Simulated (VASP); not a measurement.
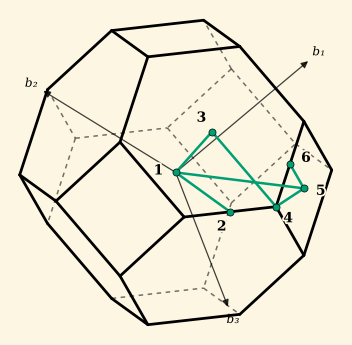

The first Brillouin zone of a face-centred cubic lattice (cF; extended symbol cF2) is drawn with its special points numbered. Crystal: SnO₂, a cell listed in the Materials Project, as set up for an electronic-structure calculation. The drawing is computed from the coordinates (standard cell, symmetry found to 0.002 Å).

a = 5.148 Å, b = 5.148 Å, c = 5.148 Å, α = 90.00°, β = 90.00°, γ = 90.00°.

Labels and path follow the convention of Hinuma et al. (2017), as computed by seekpath; the arrows show the directions of the reciprocal primitive vectors b₁, b₂, b₃, in which coordinates are given.

### Which special point is each number?

| no. | label | coordinates |
| --- | --- | --- |
| 1 | Γ | (0, 0, 0) |
| 2 | K | (3/8, 3/8, 3/4) |
| 3 | L | (1/2, 1/2, 1/2) |
| 4 | W | (1/2, 1/4, 3/4) |
| 5 | X | (1/2, 0, 1/2) |
| 6 | U | (5/8, 1/4, 5/8) |
